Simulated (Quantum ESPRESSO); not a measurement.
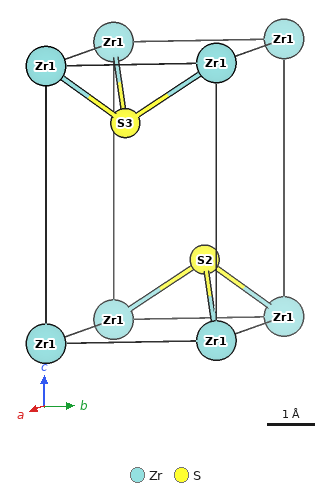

Fig. 1: The input geometry (ball-and-stick view of the cell of the calculation, seen slightly off an axis; atoms are numbered from 1 in the order of the input). Near neighbours in the crystal (not all of them lie inside the picture): Zr has 6 S at 2.57 Å; S has 3 Zr at 2.57 Å.

## Geometry relaxation, with input and output: ZrS2

The run: geometry relaxation of ZrS2 (P-3m1, 3 atoms in the cell). Method and program: Kohn-Sham DFT of a periodic cell, PW91, SG15 PBE 1.2, no spin polarisation (Quantum ESPRESSO 7.5).

The structure derives from a Materials Project entry.

### Input file
```
&CONTROL
  calculation = 'scf'
  prefix = 'pwscf'
  outdir = './tmp'
  pseudo_dir = './pseudo'
  tprnfor = .true.
  tstress = .true.
  disk_io = 'low'
/
&SYSTEM
  ibrav = 0
  nat = 3
  ntyp = 2
  ecutwfc = 40
  nbnd = 19
  input_dft = 'pw91'
  occupations = 'smearing'
  smearing = 'fd'
  degauss = 0.00367493
/
&ELECTRONS
  conv_thr = 6d-10
  electron_maxstep = 120
  mixing_beta = 0.5
  mixing_ndim = 4
/
ATOMIC_SPECIES
Zr    91.2240 Zr_ONCV_PBE-1.2.upf
S     32.0600 S_ONCV_PBE-1.2.upf
CELL_PARAMETERS angstrom
   3.6913825498    0.0000000000    0.0000000000
  -1.8456912749    3.1968310632    0.0000000000
   0.0000000000    0.0000000000    6.0410770100
ATOMIC_POSITIONS crystal
Zr     0.0000000000    0.0000000000    0.0000000000
S      0.3333333333    0.6666666667    0.2379099700
S      0.6666666667    0.3333333333    0.7620900300
K_POINTS automatic
4 4 2 0 0 1
```

### File relax.in
```
&CONTROL
  calculation = 'relax'
  prefix = 'pwscf'
  outdir = './tmp'
  pseudo_dir = './pseudo'
  tprnfor = .true.
  tstress = .true.
  disk_io = 'low'
  nstep = 40
  forc_conv_thr = 0.0001
  etot_conv_thr = 1d-06
/
&SYSTEM
  ibrav = 0
  nat = 3
  ntyp = 2
  ecutwfc = 40
  nbnd = 19
  input_dft = 'pw91'
  occupations = 'smearing'
  smearing = 'fd'
  degauss = 0.00367493
/
&ELECTRONS
  conv_thr = 6d-10
  electron_maxstep = 120
  mixing_beta = 0.5
  mixing_ndim = 4
/
&IONS
  ion_dynamics = 'bfgs'
/
ATOMIC_SPECIES
Zr    91.2240 Zr_ONCV_PBE-1.2.upf
S     32.0600 S_ONCV_PBE-1.2.upf
CELL_PARAMETERS angstrom
   3.6913825498    0.0000000000    0.0000000000
  -1.8456912749    3.1968310632    0.0000000000
   0.0000000000    0.0000000000    6.0410770100
ATOMIC_POSITIONS crystal
Zr     0.0000000000    0.0000000000    0.0000000000
S      0.3333333333    0.6666666667    0.2379099700
S      0.6666666667    0.3333333333    0.7620900300
K_POINTS automatic
4 4 2 0 0 1
```

### File scf2.in
```
&CONTROL
  calculation = 'scf'
  prefix = 'pwscf'
  outdir = './tmp'
  pseudo_dir = './pseudo'
  tprnfor = .true.
  tstress = .true.
  disk_io = 'low'
/
&SYSTEM
  ibrav = 0
  nat = 3
  ntyp = 2
  ecutwfc = 40
  nbnd = 19
  input_dft = 'pw91'
  occupations = 'fixed'
/
&ELECTRONS
  conv_thr = 1d-13
  electron_maxstep = 120
  mixing_beta = 0.5
  mixing_ndim = 4
  startingpot = 'file'
  startingwfc = 'file'
/
ATOMIC_SPECIES
Zr    91.2240 Zr_ONCV_PBE-1.2.upf
S     32.0600 S_ONCV_PBE-1.2.upf
CELL_PARAMETERS angstrom
   3.6913825498    0.0000000000    0.0000000000
  -1.8456912749    3.1968310632    0.0000000000
   0.0000000000    0.0000000000    6.0410770100
ATOMIC_POSITIONS crystal
Zr     0.0000000000    0.0000000000    0.0000000000
S      0.3333333333    0.6666666667    0.2388110208
S      0.6666666667    0.3333333333    0.7611889792
K_POINTS automatic
4 4 2 0 0 1
```

### File ph.in
```
phonons of ZrS2
&INPUTPH
  prefix = 'pwscf'
  outdir = './tmp'
  tr2_ph = 1d-16
  fildyn = 'dyn'
  niter_ph = 60
  alpha_mix(1) = 0.7
/
0.5000000000 0.2886751346 0.3055235469
```

Command:
```bash
OMP_NUM_THREADS=1 pw.x -in pw.in > pw.out
OMP_NUM_THREADS=1 pw.x -in relax.in > relax.out
OMP_NUM_THREADS=1 pw.x -in scf2.in > scf2.out
OMP_NUM_THREADS=1 ph.x -in ph.in > ph.out
```

### Output
```
This program is part of the open-source Quantum ESPRESSO suite
     for quantum simulation of materials; please cite
         "P. Giannozzi et al., J. Phys.:Condens. Matter 21 395502 (2009);
         "P. Giannozzi et al., J. Phys.:Condens. Matter 29 465901 (2017);
         "P. Giannozzi et al., J. Chem. Phys. 152 154105 (2020);
          URL
     in publications or presentations arising from this work. More details at

     IMPORTANT: XC functional enforced from input :
     Exchange-correlation= PW91
                           (   1   4   2   2   0   0   0)
     Any further DFT definition will be discarded
     Please, verify this is what you really want

     Message from routine setup:
     using ibrav=0 with symmetry is DISCOURAGED, use correct ibrav instead

     G-vector sticks info
     --------------------
     sticks:   dense  smooth     PW     G-vecs:    dense   smooth      PW
     Sum         535     535    163                16383    16383    2647

     Using Slab Decomposition

     bravais-lattice index     =            0
     lattice parameter (alat)  =       6.9757  a.u.
     unit-cell volume          =     481.0827 (a.u.)^3
     number of atoms/cell      =            3
     number of atomic types    =            2
     number of electrons       =        24.00
     number of Kohn-Sham states=           19
     kinetic-energy cutoff     =      40.0000  Ry
     charge density cutoff     =     160.0000  Ry
     scf convergence threshold =      6.0E-10
     mixing beta               =       0.5000
     number of iterations used =            4  plain     mixing
     Exchange-correlation= PW91
                           (   1   4   2   2   0   0   0)

     celldm(1)=   6.975702  celldm(2)=   0.000000  celldm(3)=   0.000000
     celldm(4)=   0.000000  celldm(5)=   0.000000  celldm(6)=   0.000000

     crystal axes: (cart. coord. in units of alat)
               a(1) = (   1.000000   0.000000   0.000000 )
               a(2) = (  -0.500000   0.866025   0.000000 )
               a(3) = (   0.000000   0.000000   1.636535 )

     reciprocal axes: (cart. coord. in units 2 pi/alat)
               b(1) = (  1.000000  0.577350 -0.000000 )
               b(2) = (  0.000000  1.154701  0.000000 )
               b(3) = (  0.000000 -0.000000  0.611047 )

     PseudoPot. # 1 for Zr read from file:
     Zr_ONCV_PBE-1.2.upf
     Pseudo is Norm-conserving, Zval = 12.0
     Generated using ONCVPSP code by D. R. Hamann
     Using radial grid of  602 points,  6 beta functions with:
                l(1) =   0
                l(2) =   0
                l(3) =   1
                l(4) =   1
                l(5) =   2
                l(6) =   2

     PseudoPot. # 2 for S  read from file:
     S_ONCV_PBE-1.2.upf
     Pseudo is Norm-conserving, Zval =  6.0
     Generated using ONCVPSP code by D. R. Hamann
     Using radial grid of  602 points,  4 beta functions with:
                l(1) =   0
                l(2) =   0
                l(3) =   1
                l(4) =   1

     atomic species   valence    mass     pseudopotential
     Zr               12.00    91.22400     Zr( 1.00)
     S                 6.00    32.06000     S ( 1.00)

     12 Sym. Ops., with inversion, found

   Cartesian axes

     site n.     atom                  positions (alat units)
         1        Zr     tau(   1) = (   0.0000000   0.0000000   0.0000000  )
         2        S      tau(   2) = (  -0.0000000   0.5773503   0.3893480  )
         3        S      tau(   3) = (   0.5000000   0.2886751   1.2471871  )

     number of k points=     5  Fermi-Dirac smearing, width (Ry)=  0.0037
                       cart. coord. in units 2pi/alat
        k(    1) = (   0.0000000   0.0000000   0.1527618), wk =   0.1250000
        k(    2) = (   0.0000000   0.2886751   0.1527618), wk =   0.3750000
        k(    3) = (   0.0000000  -0.5773503   0.1527618), wk =   0.3750000
        k(    4) = (   0.2500000   0.4330127   0.1527618), wk =   0.7500000
        k(    5) = (   0.0000000   0.2886751  -0.1527618), wk =   0.3750000

     Dense  grid:    16383 G-vectors     FFT dimensions: (  30,  30,  45)

     Initial potential from superposition of free atoms

     starting charge      23.8267, renormalised to      24.0000
     Starting wfcs are random

     Self-consistent Calculation

     iteration #  1     ecut=    40.00 Ry     beta= 0.50
     Davidson diagonalization with overlap
     ethr =  1.00E-02,  avg # of iterations =  9.0

     total energy              =    -136.10890259 Ry
     estimated scf accuracy    <       0.26751003 Ry

     iteration #  2     ecut=    40.00 Ry     beta= 0.50
     Davidson diagonalization with overlap
     ethr =  1.11E-03,  avg # of iterations =  2.0

     total energy              =    -136.16028512 Ry
     estimated scf accuracy    <       0.17645487 Ry

     iteration #  3     ecut=    40.00 Ry     beta= 0.50
     Davidson diagonalization with overlap
     ethr =  7.35E-04,  avg # of iterations =  2.0

     total energy              =    -136.20146247 Ry
     estimated scf accuracy    <       0.01765917 Ry

     iteration #  4     ecut=    40.00 Ry     beta= 0.50
     Davidson diagonalization with overlap
     ethr =  7.36E-05,  avg # of iterations =  4.4

     total energy              =    -136.20386797 Ry
     estimated scf accuracy    <       0.00104507 Ry

     iteration #  5     ecut=    40.00 Ry     beta= 0.50
     Davidson diagonalization with overlap
     ethr =  4.35E-06,  avg # of iterations =  4.8

     total energy              =    -136.20394738 Ry
     estimated scf accuracy    <       0.00016764 Ry

     iteration #  6     ecut=    40.00 Ry     beta= 0.50
     Davidson diagonalization with overlap
     ethr =  6.99E-07,  avg # of iterations =  1.6

     total energy              =    -136.20397674 Ry
     estimated scf accuracy    <       0.00000040 Ry

     iteration #  7     ecut=    40.00 Ry     beta= 0.50
     Davidson diagonalization with overlap
     ethr =  1.68E-09,  avg # of iterations =  4.0

     total energy              =    -136.20397772 Ry
     estimated scf accuracy    <       0.00000034 Ry

     iteration #  8     ecut=    40.00 Ry     beta= 0.50
     Davidson diagonalization with overlap
     ethr =  1.44E-09,  avg # of iterations =  2.0

     total energy              =    -136.20397782 Ry
     estimated scf accuracy    <       0.00000008 Ry

     iteration #  9     ecut=    40.00 Ry     beta= 0.50
     Davidson diagonalization with overlap
     ethr =  3.37E-10,  avg # of iterations =  1.0

     total energy              =    -136.20397781 Ry
     estimated scf accuracy    <       0.00000003 Ry

     iteration # 10     ecut=    40.00 Ry     beta= 0.50
     Davidson diagonalization with overlap
     ethr =  1.43E-10,  avg # of iterations =  2.0

     total energy              =    -136.20397781 Ry
     estimated scf accuracy    <          6.2E-10 Ry

     iteration # 11     ecut=    40.00 Ry     beta= 0.50
     Davidson diagonalization with overlap
     ethr =  2.60E-12,  avg # of iterations =  3.0

     End of self-consistent calculation

          k = 0.0000 0.0000 0.1528 (  2027 PWs)   bands (ev):

   -42.6476 -20.7212 -20.5657 -20.5657  -6.0835  -4.9057   2.5692   3.6448
     3.6448   5.6380   6.2806   6.2806   7.9530   7.9530   9.0135  11.5500
    11.5500  12.5066  12.8790

          k = 0.0000 0.2887 0.1528 (  2051 PWs)   bands (ev):

   -42.6389 -20.6983 -20.6868 -20.5934  -5.5819  -4.9465   2.7317   3.5239
     3.8692   4.0458   5.5098   6.1266   7.8060   9.0973   9.6907  10.8237
    11.2952  13.8734  14.4502

          k = 0.0000-0.5774 0.1528 (  2052 PWs)   bands (ev):

   -42.6303 -20.8118 -20.6658 -20.6202  -5.2506  -4.7426   2.1018   3.5157
     3.8974   4.1832   5.2130   5.3489   7.5208   9.5907   9.8562  11.8695
    12.3958  12.8196  13.9673

          k = 0.2500 0.4330 0.1528 (  2061 PWs)   bands (ev):

   -42.6303 -20.7645 -20.6732 -20.6626  -5.0500  -4.9606   2.7932   3.0956
     3.8839   4.2617   4.4566   5.2672   8.5208   9.0955   9.7009  11.1124
    12.2036  14.3735  14.9648

          k = 0.0000 0.2887-0.1528 (  2051 PWs)   bands (ev):

   -42.6389 -20.6976 -20.6874 -20.5934  -5.5353  -5.0084   3.0254   3.3131
     3.9389   4.1757   5.3644   5.7454   7.8630   9.0964   9.4109  11.2135
    11.6212  13.8711  15.1063

     the Fermi energy is     6.8921 ev

!    total energy              =    -136.20397781 Ry
     estimated scf accuracy    <          1.9E-11 Ry
     smearing contrib. (-TS)   =      -0.00000013 Ry
     internal energy E=F+TS    =    -136.20397769 Ry

     The total energy is F=E-TS. E is the sum of the following terms:
     one-electron contribution =     -58.07344748 Ry
     hartree contribution      =      36.01541193 Ry
     xc contribution           =     -20.92884038 Ry
     ewald contribution        =     -93.21710175 Ry

     convergence has been achieved in  11 iterations

     Forces acting on atoms (cartesian axes, Ry/au):

     atom    1 type  1   force =    -0.00000000    0.00000000    0.00000000
     atom    2 type  2   force =    -0.00000000   -0.00000000    0.00225545
     atom    3 type  2   force =     0.00000000   -0.00000000   -0.00225545

     Total force =     0.003190     Total SCF correction =     0.000000

     Computing stress (Cartesian axis) and pressure

          total   stress  (Ry/bohr**3)                   (kbar)     P=       -1.79
  -0.00001749   0.00000000   0.00000000           -2.57        0.00        0.00
   0.00000000  -0.00001749   0.00000000            0.00       -2.57        0.00
   0.00000000   0.00000000  -0.00000157            0.00        0.00       -0.23

=------------------------------------------------------------------------------=
   JOB DONE.
=------------------------------------------------------------------------------=
```

### Trajectory as extended XYZ (Å, eV, eV/Å), 5 frames, from step=0 to step=4
```
3
Lattice="3.6914 0.0000 0.0000 -1.8457 3.1968 0.0000 0.0000 0.0000 6.0411" Properties=species:S:1:pos:R:3:forces:R:3 step=0 energy=-1853.14952
Zr    0.0000    0.0000    0.0000    0.0000   0.0000   0.0000
S     0.0000    2.1312    1.4372    0.0000   0.0000   0.0580
S     1.8457    1.0656    4.6038    0.0000   0.0000  -0.0580
3
Lattice="3.6914 0.0000 0.0000 -1.8457 3.1968 0.0000 0.0000 0.0000 6.0411" Properties=species:S:1:pos:R:3:forces:R:3 step=1 energy=-1853.14965
Zr    0.0000    0.0000    0.0000    0.0000   0.0000   0.0000
S     0.0000    2.1312    1.4384    0.0000   0.0000   0.0453
S     1.8457    1.0656    4.6027    0.0000   0.0000  -0.0453
3
Lattice="3.6914 0.0000 0.0000 -1.8457 3.1968 0.0000 0.0000 0.0000 6.0411" Properties=species:S:1:pos:R:3:forces:R:3 step=2 energy=-1853.14975
Zr    0.0000    0.0000    0.0000    0.0000   0.0000   0.0000
S     0.0000    2.1312    1.4397    0.0000   0.0000   0.0313
S     1.8457    1.0656    4.6013    0.0000   0.0000  -0.0313
3
Lattice="3.6914 0.0000 0.0000 -1.8457 3.1968 0.0000 0.0000 0.0000 6.0411" Properties=species:S:1:pos:R:3:forces:R:3 step=3 energy=-1853.14983
Zr    0.0000    0.0000    0.0000    0.0000   0.0000   0.0000
S     0.0000    2.1312    1.4417    0.0000   0.0000   0.0103
S     1.8457    1.0656    4.5994    0.0000   0.0000  -0.0103
3
Lattice="3.6914 0.0000 0.0000 -1.8457 3.1968 0.0000 0.0000 0.0000 6.0411" Properties=species:S:1:pos:R:3:forces:R:3 step=4 energy=-1853.14984
Zr    0.0000    0.0000    0.0000    0.0000   0.0000   0.0000
S     0.0000    2.1312    1.4427    0.0000   0.0000   0.0000
S     1.8457    1.0656    4.5984    0.0000   0.0000   0.0000
```

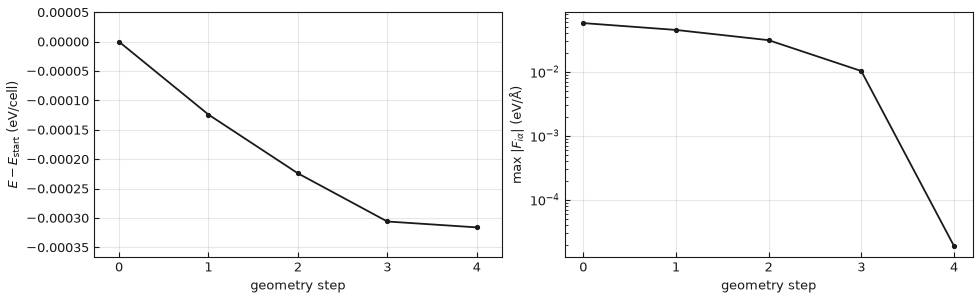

Fig. 2: Progress of the relaxation, step by step (steps are counted from 0). After 4 geometry steps the energy has fallen by 0.3 meV per cell of the calculation. The largest force component goes from 0.058 to under 0.0001 eV/Å. The largest moves, 0.005 Å, are those of S2 and S3. Zr stays in place. The cell stays as it was. The space group stays P-3m1 (No. 164). (Atoms are counted from 1 in the order of the input.)

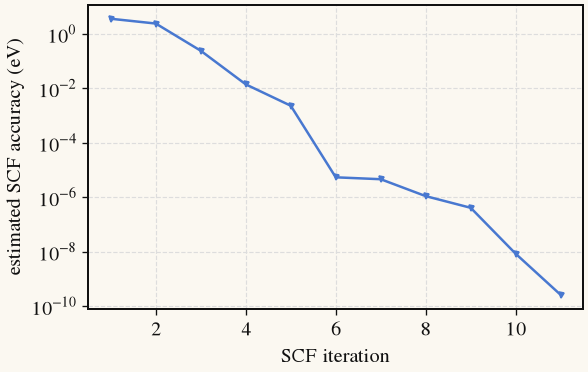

Fig. 3: Convergence of the self-consistent field: estimated SCF accuracy against the iteration. The field takes 11 iterations in all.

### Results in brief

```csv
quantity,value
outcome,converged
space group (tolerance 0.01 Å),P-3m1 (164)
electrons treated,24
free energy,−1853.1498 eV
Fermi energy,6.890 eV
gap on the k-point mesh,1.22 eV
pressure,−0.46 GPa
final volume,71.29 Å³
largest force (length of the vector) at the end,under 0.001 eV/Å
final cell,"a = 3.691 Å, b = 3.691 Å, c = 6.041 Å, α = 90.00°, β = 90.00°, γ = 120.00°"
hardware,"1 thread of Intel Xeon (Granite Rapids), 64 GiB of memory available, shared host"
wall time,84 s
peak memory,0.08 GiB
```

### Remarks

Settings chosen away from the usual ones: ecut_scale set to 0.6; mixing_ndim set to 4. The settings depart from the standard set-up of this series, which can bear on the numbers. The record of the run, not the program, notes: potentials made for another functional; Interpolation table for Vloc re-allocated; SCF correction compared to forces is large. Points of doubt noted for this run: coarse mesh; potentials made for another functional.
